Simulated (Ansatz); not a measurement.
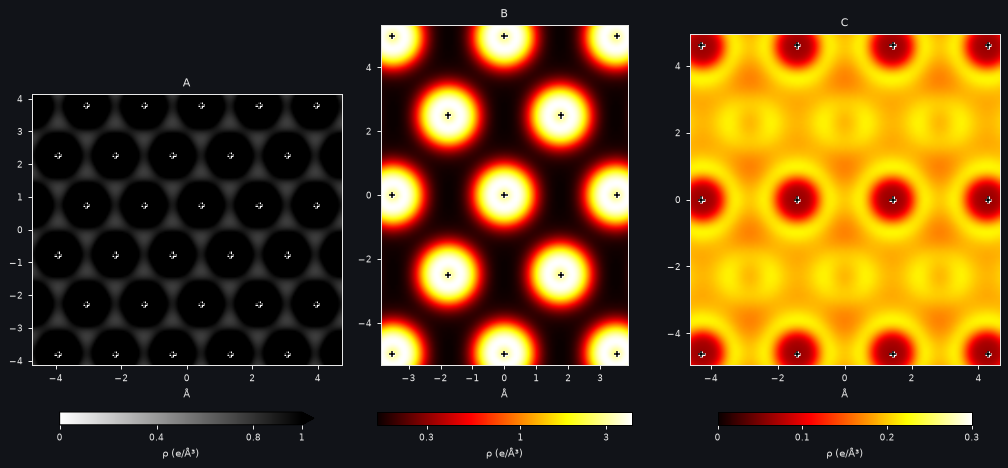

The valence electron density of 3 systems, each on a plane through atoms (crosses mark nuclei in the plane).

Method: Ansatz, DFT, PBEsol, plane waves (420 eV) with PAW, scalar-relativistic.

System 1: Zr, the (101̄) plane of the conventional cell. Space group Im-3m; set up as Zr, bcc; a generated structure, not necessarily the stable one; changed on purpose from its base cell (volume × 1.0).

```
Zr
1.0
     3.52610    0.00000    0.00000
     0.00000    3.52610    0.00000
     0.00000    0.00000    3.52610
Zr
2
Direct
  0.00000 0.00000 0.00000
  0.50000 0.50000 0.50000
```

System 2: Al, the (010) plane of the conventional cell. Space group P6₃/mmc; set up as Al, hcp; a generated structure, not necessarily the stable one.

```
Al
1.0
     2.85748    0.00000    0.00000
    -1.42874    2.47465    0.00000
     0.00000    0.00000    4.61038
Al
2
Direct
  0.33333 0.66667 0.25000
  0.66667 0.33333 0.75000
```

System 3: C, the (001) plane of the conventional cell. Space group P6₃/mmc; set up as C, hcp; a generated structure, not necessarily the stable one; changed on purpose from its base cell (volume × 1.08); computed pressure about −8 GPa in this cell.

```xyz
2
Lattice="1.7535 0.0000 0.0000 -0.8768 1.5186 0.0000 0.0000 0.0000 6.9328" Properties=species:S:1:pos:R:3 pbc="T T T"
C     0.0000    1.0124    1.7332
C     0.8768    0.5062    5.1996
```

Question: Which map belongs to which system?

Answer: Panel A is system 3, C: the plane holds C. C–C (1.75 Å): the density is about 0.9 e/Å³ at the midpoint. Panel B is system 1, Zr: the plane holds Zr. Zr–Zr (3.05 Å): ρ is about 0.19 e/Å³ halfway. Panel C is system 2, Al: the plane holds Al. Al–Al (2.86 Å): ρ at the midpoint is about 0.2 e/Å³.
